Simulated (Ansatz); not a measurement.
## Work function of Nb(100): what the settings cost and change

Aim: the numerical settings behind the work function of Nb(100), with the cost of each.

Method: plane-wave DFT, PBE, Ansatz PAW, in Ansatz 0.2.0.

**What experiment says.**

For Nb (clean (100) face, a compiled value), “Anisotropic work function of elemental crystals” (2019, arxiv:1902.07811) quotes earlier work: work function (clean (100) face, a compiled value) 3.97 eV.

Most raw output is cut from this account.

### 1. Starting point

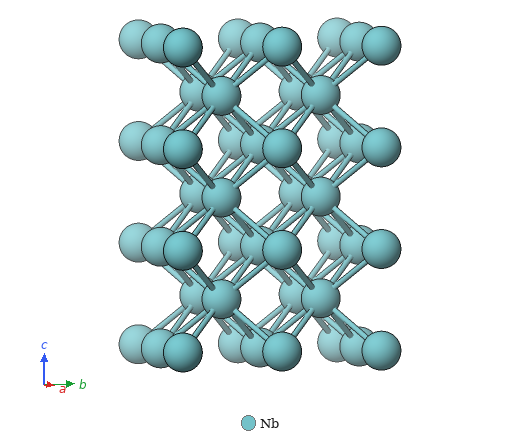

Start, viewed from the side, with the c axis up; niobium teal. 2×2×1 cells are drawn. Some periodic images of atoms are drawn too.

The cell holds 7 atoms: 7 Nb. Cell: a = 3.300 Å, b = 3.300 Å, c = 27.900 Å, α = 90.0°, β = 90.0°, γ = 90.0°. Vacuum lies along c.

### 2. Run, setting cutoff 200 eV

A work function rests on the faint tail of the density, so the SCF threshold is tight. The cutoff is raised first; then mesh and smearing are varied at the default cutoff.

Input file input.yaml:

```yaml
crystal:
  lattice:
    - [3.3, 0.0, 0.0]
    - [0.0, 3.3, 0.0]
    - [0.0, 0.0, 27.9]
  atoms:
    - { symbol: Nb, position: [0.0, 0.0, 0.3225806452] }
    - { symbol: Nb, position: [0.5, 0.5, 0.3817204301] }
    - { symbol: Nb, position: [0.0, 0.0, 0.4408602151] }
    - { symbol: Nb, position: [0.5, 0.5, 0.5] }
    - { symbol: Nb, position: [0.0, 0.0, 0.5591397849] }
    - { symbol: Nb, position: [0.5, 0.5, 0.6182795699] }
    - { symbol: Nb, position: [0.0, 0.0, 0.6774193548] }
kpoints:
  mp_grid: { grid: [12, 12, 1] }
hamiltonian:
  xc: pbe
scf:
  occupations: { method: fermi_dirac, width: 0.1 }
  convergence: { dr2_threshold: 1.0e-09 }
efield:
  axis: 3
  dipole_correction: true
  ramp_position: 0.97
  ramp_width: 0.06
basis:
  ecutwfc: "200 eV"
output:
  write_potential: true
  write_density: true
  volumetric_format: npy
  elf: true
```

The run is started by

```
ansatz run input.yaml --threads 2 --pin off --max-ram 3072MiB --backend cpu --events-out ev --progress --plain --runs-dir out
```

Run time: 30 s. Hardware: 2 threads of Arm Neoverse N1, shared host; peak memory 0.42 GiB; 51 s of CPU time.

Numbers from this step:

```
energy at zero smearing   : -31846.1268 eV
work function, upper face : 3.805 eV
```

Running mean over 1.65 Å of the planar mean; the ramp of the sawtooth is left out. The electron's electrostatic potential energy less the Fermi level by z:

| z (Å) | electron's electrostatic potential energy less the Fermi level (eV) |
| --- | --- |
| 4 | 3.78 |
| 6 | 3.64 |
| 8 | -2.89 |
| 10 | -11.2 |
| 12 | -11.2 |
| 14 | -11.1 |
| 16 | -11.2 |
| 18 | -11.2 |
| 20 | -1.88 |
| 22 | 3.66 |
| 24 | 3.78 |

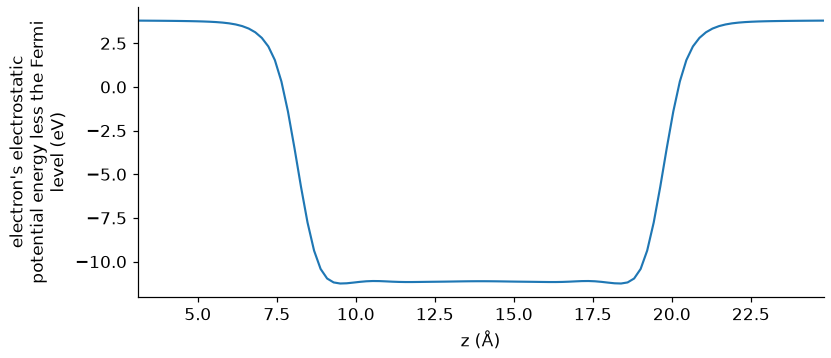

Electron's electrostatic potential energy less the Fermi level against z.

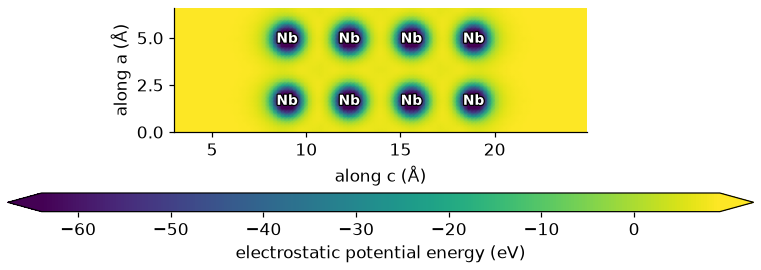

Electrostatic potential energy in the ca plane at fractional y = 0.000, with atoms of Nb within 0.2 Å of it. With pseudopotentials it is smooth inside the atoms' cores, unlike the true potential. The map starts off the cell's origin, so that atoms lie inside it. The far vacuum is left out of the map.

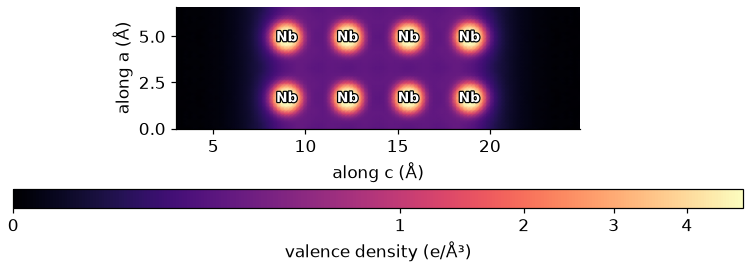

Valence density in the ca plane at fractional y = 0.000, with atoms of Nb within 0.2 Å of it. It is the smooth field of the valence electrons, not physical close to the nuclei. The map starts off the cell's origin, so that atoms lie inside it. The colour scale is stretched toward low values. The far vacuum is left out of the map.

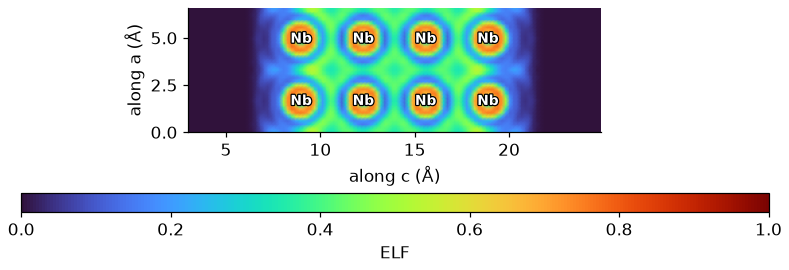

ELF in the ca plane at fractional y = 0.000, with atoms of Nb within 0.2 Å of it. It is the smooth field of the valence electrons, not physical close to the nuclei. The map starts off the cell's origin, so that atoms lie inside it. The far vacuum is left out of the map.

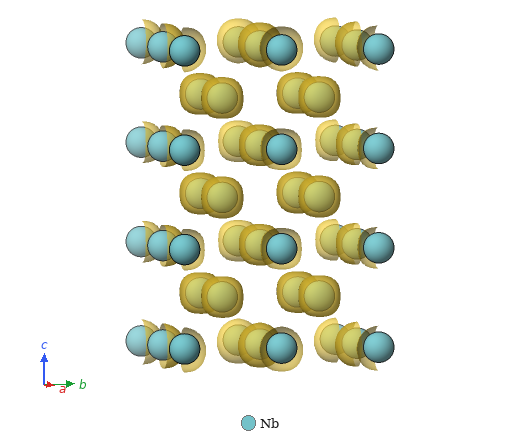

Surface of ELF = 0.69. 2×2×1 cells are drawn.

The work function is 3.805 eV.

### 3. Run

Edit input.yaml of step 2 so:

```diff
@@ -26,3 +26,3 @@
 basis:
-  ecutwfc: "200 eV"
+  ecutwfc: "300 eV"
 output:
@@ -31,2 +31 @@
   volumetric_format: npy
-  elf: true
```

Wall time 52 s (2 threads); peak memory 0.55 GiB; 84 s of CPU time.

The work function is 3.723 eV, -0.082 eV from the run “cutoff 200 eV”, at 1.7 times its CPU time.

### 4. Run

Edit input.yaml of step 3 so:

```diff
@@ -26,3 +26,3 @@
 basis:
-  ecutwfc: "300 eV"
+  ecutwfc: "420 eV"
 output:
```

Elapsed: 71 s, on 2 threads; peak memory 0.76 GiB.

The work function is 3.723 eV, -0.082 eV from the run “cutoff 200 eV”, at 2.4 times its CPU time.

### 5. Run

Edit input.yaml of step 4 so:

```diff
@@ -26,3 +26,3 @@
 basis:
-  ecutwfc: "420 eV"
+  ecutwfc: "600 eV"
 output:
```

Elapsed: 2.3 min, on 2 threads; peak memory 1.1 GiB; 3.7 min of CPU time.

The work function is 3.723 eV, +0.000 eV from the run “cutoff 420 eV”, at 1.9 times its CPU time.

### 6. Run

Edit input.yaml of step 5 so:

```diff
@@ -14,3 +14,3 @@
 kpoints:
-  mp_grid: { grid: [12, 12, 1] }
+  mp_grid: { grid: [2, 2, 1] }
 hamiltonian:
@@ -25,4 +25,2 @@
   ramp_width: 0.06
-basis:
-  ecutwfc: "600 eV"
 output:
```

The job ended after 8.2 s (2 threads; peak memory 0.49 GiB; 8.9 s of CPU time).

The work function is 3.810 eV, +0.087 eV from the run “cutoff 420 eV”, at 0.074 times its CPU time.

### 7. Run

Edit input.yaml of step 6 so:

```diff
@@ -14,3 +14,3 @@
 kpoints:
-  mp_grid: { grid: [2, 2, 1] }
+  mp_grid: { grid: [4, 4, 1] }
 hamiltonian:
```

It took 17 s on 2 threads; peak memory 0.49 GiB; 23 s of CPU time.

The work function is 3.730 eV, +0.007 eV from the run “cutoff 420 eV”, at 0.19 times its CPU time.

### 8. Slab

Edit input.yaml of step 7 so:

```diff
@@ -14,3 +14,3 @@
 kpoints:
-  mp_grid: { grid: [4, 4, 1] }
+  mp_grid: { grid: [8, 8, 1] }
 hamiltonian:
```

Wall time 41 s (2 threads); peak memory 0.62 GiB.

The work function is 3.726 eV, +0.003 eV from the run “cutoff 420 eV”, at 0.53 times its CPU time.

### 9. Run

Edit input.yaml of step 8 so:

```diff
@@ -14,3 +14,3 @@
 kpoints:
-  mp_grid: { grid: [8, 8, 1] }
+  mp_grid: { grid: [18, 18, 1] }
 hamiltonian:
```

It took 2.4 min on 2 threads; peak memory 1.1 GiB; 4.1 min of CPU time.

The work function is 3.725 eV, +0.002 eV from the run “cutoff 420 eV”, at 2.0 times its CPU time.

### 10. Run

Edit input.yaml of step 9 so:

```diff
@@ -14,3 +14,3 @@
 kpoints:
-  mp_grid: { grid: [18, 18, 1] }
+  mp_grid: { grid: [12, 12, 1] }
 hamiltonian:
@@ -18,3 +18,3 @@
 scf:
-  occupations: { method: fermi_dirac, width: 0.1 }
+  occupations: { method: gaussian, width: 0.05 }
   convergence: { dr2_threshold: 1.0e-09 }
```

Wall time 67 s (2 threads); peak memory 0.76 GiB; 1.9 min of CPU time.

The work function is 3.735 eV, +0.012 eV from the run “cutoff 420 eV”, at 0.96 times its CPU time.

### 11. Slab

Edit input.yaml of step 10 so:

```diff
@@ -18,3 +18,3 @@
 scf:
-  occupations: { method: gaussian, width: 0.05 }
+  occupations: { method: methfessel_paxton, width: 0.2 }
   convergence: { dr2_threshold: 1.0e-09 }
```

It took 74 s on 2 threads; peak memory 0.77 GiB; 2.1 min of CPU time.

The work function is 3.726 eV, +0.004 eV from the run “cutoff 420 eV”, at 1.0 times its CPU time.

### 12. Run

Edit input.yaml of step 11 so:

```diff
@@ -18,3 +18,3 @@
 scf:
-  occupations: { method: methfessel_paxton, width: 0.2 }
+  occupations: { method: fermi_dirac, width: 0.3 }
   convergence: { dr2_threshold: 1.0e-09 }
```

Run time: 85 s. Hardware: 2 threads; peak memory 0.83 GiB.

The work function is 3.792 eV, +0.069 eV from the run “cutoff 420 eV”, at 1.1 times its CPU time.

### 13. Slab

Edit input.yaml of step 12 so:

```diff
@@ -18,3 +18,3 @@
 scf:
-  occupations: { method: fermi_dirac, width: 0.3 }
+  occupations: { method: cold, width: 0.1 }
   convergence: { dr2_threshold: 1.0e-09 }
```

The job ended after 74 s (2 threads; peak memory 0.76 GiB).

The work function is 3.721 eV, -0.002 eV from the run “cutoff 420 eV”, at 1.0 times its CPU time.

### 14. Comparing the runs

Times are for 2 threads of Arm Neoverse N1, shared host. The runs compared:

| no. | setting | work function, upper face (eV) | time | memory (GiB) |
| --- | --- | --- | --- | --- |
| 1 | cutoff 200 eV | 3.805 | 30 s | 0.42 |
| 2 | cutoff 300 eV | 3.723 | 52 s | 0.55 |
| 3 | cutoff 420 eV | 3.723 | 71 s | 0.76 |
| 4 | cutoff 600 eV | 3.723 | 2.3 min | 1.1 |
| 5 | mesh 2x2 | 3.810 | 8.2 s | 0.49 |
| 6 | mesh 4x4 | 3.730 | 17 s | 0.49 |
| 7 | mesh 8x8 | 3.726 | 41 s | 0.62 |
| 8 | mesh 18x18 | 3.725 | 2.4 min | 1.1 |
| 9 | Gaussian smearing 0.05 eV | 3.735 | 67 s | 0.76 |
| 10 | methfessel_paxton smearing 0.2 eV | 3.726 | 74 s | 0.77 |
| 11 | fermi_dirac smearing 0.3 eV | 3.792 | 85 s | 0.83 |
| 12 | cold smearing 0.1 eV | 3.721 | 74 s | 0.76 |

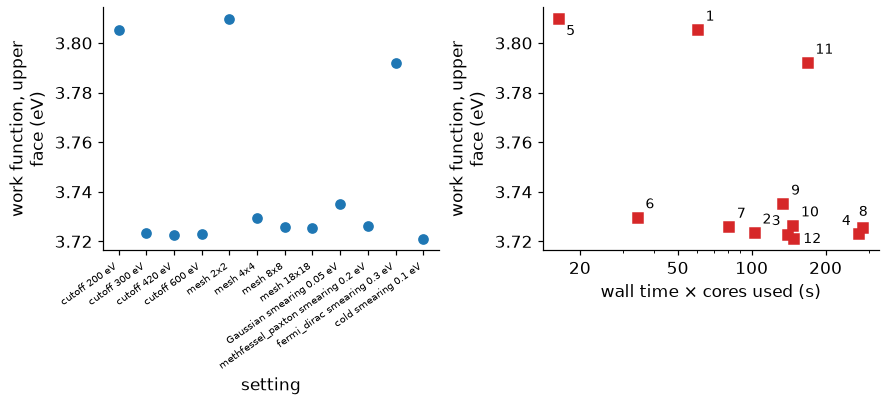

The series as plots; the last panel sets the first result against cost, with the runs numbered as in the table.

### 15. The same run with other settings

An input spoilt on purpose, to show how the run answers: it repeats the earlier run “cutoff 200 eV” with efield.amplitude to 5.0, and scf.max_iter set to 50; its output block differs too.

Edit input.yaml of step 13 so:

```diff
@@ -18,4 +18,5 @@
 scf:
-  occupations: { method: cold, width: 0.1 }
+  occupations: { method: fermi_dirac, width: 0.1 }
   convergence: { dr2_threshold: 1.0e-09 }
+  max_iter: 50
 efield:
@@ -25,2 +26,5 @@
   ramp_width: 0.06
+  amplitude: 5.0
+basis:
+  ecutwfc: "200 eV"
 output:
```

Wall time 69 s (2 threads); peak memory 0.4 GiB; 1.9 min of CPU time.

The fault (a field far too strong) makes this run a check alone; its numbers are not taken further.

### 16. Results

- work function, cutoff 420 eV: 3.723 eV
- work function, cutoff 600 eV: 3.723 eV
- work function, mesh 2x2: 3.810 eV
- work function, cold smearing 0.1 eV: 3.721 eV

The run at the highest cutoff gives 3.72 eV, and the settings tried spread the value from 3.72 to 3.81 eV. Against 600 eV, a cutoff of 200 eV is off by +0.082 eV. Against 600 eV, a cutoff of 420 eV is off by -0.000 eV. Against the finest mesh, 18 points along a, the coarser ones are off by +0.08 (2), +0.00 (4) and +0.00 (8) eV. The smearing schemes and widths spread it over 0.07 eV. The ladder's slabs use the tabulated experimental lattice constant (two decimals; a low-temperature value for the alkali metals). This open face is not relaxed here, and relaxation moves such faces by up to a few tenths of an eV. In 1 run of the series (cutoff 200 eV) the program warns that electrons reach the sawtooth's ramp, which makes dipole and work function less sure.

Computed beside measured:

| quantity | measured | cutoff 600 eV |
| --- | --- | --- |
| work function (clean (100) face, a compiled value) (eV) | 3.97 | 3.72 (-0.25 eV) |

Measured values from arxiv:1902.07811 (2019).

Verdict: The work function is off by -0.25 eV: fair agreement. The grades are ours: good and fair within 3 and 7 % for the work function. No cell relaxation is part of this session.

[Logs are printed without paths, hosts, clocks, repeated set-up lines and the standing remarks that a program may print on its own settings, such as how far it seeks lower states.]

[Hosts, paths, dates, database ids (printed as entryN), source tags and the programs' standing remarks are cut or masked in the printed files.]

[Maps of the electrostatic potential energy from Ansatz leave out the sawtooth potential of an applied field or a dipole correction, so their vacuum need not be flat; planar profiles and work functions include it.]
